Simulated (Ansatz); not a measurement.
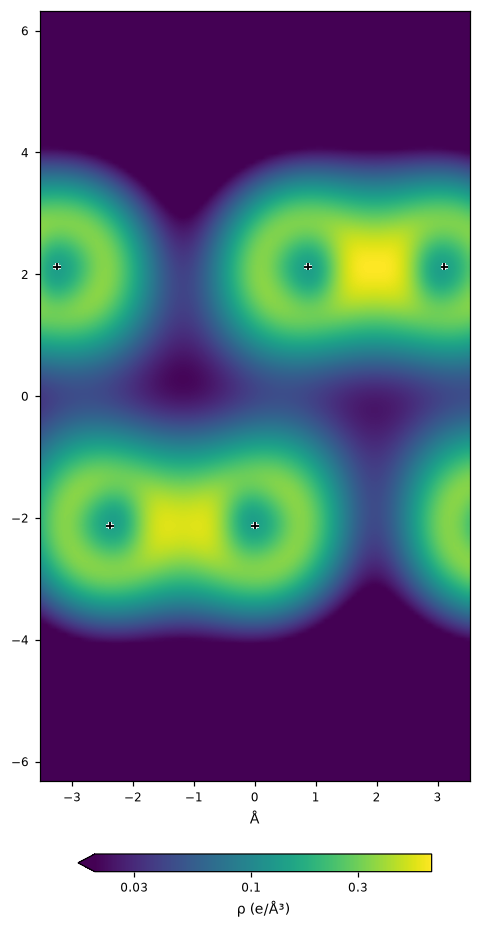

The valence electron density on a plane through atoms (crosses mark nuclei in the plane).

Computed with Ansatz 0.2.0, DFT PBE, scalar-relativistic, plane waves, PAW.

Candidates:
A. HfO2 (slab), a = 3.60 Å, b = 3.60 Å, c = 21.36 Å, α = 90.00°, β = 90.00°, γ = 120.00°. Not relaxed (largest force 0.5 eV/Å); PAW files of the earlier set (soft_1).
B. Si (slab), a = 7.70 Å, b = 6.36 Å, c = 19.75 Å, α = 90.00°, β = 90.00°, γ = 90.00°. Not relaxed (largest force 1.0 eV/Å); PAW files of the earlier set (soft_1).
C. Si16S (slab), a = 7.70 Å, b = 6.36 Å, c = 19.75 Å, α = 90.00°, β = 90.00°, γ = 90.00°. A point of a scan over the structure, not its minimum; not relaxed (largest force 0.9 eV/Å); PAW files of the earlier set (soft_1); the program warned that a starting moment wasn't kept; spin-polarised, but the moments vanished.

Q: Which system is this?

A: Candidate B: Si on the (100) plane of the calculation cell, a cut from vacuum to vacuum, which holds Si. Si–Si (2.24 Å): the density is about 0.64 e/Å³ at the midpoint. Si–Si (2.38 Å): ρ is about 0.53 e/Å³ halfway.
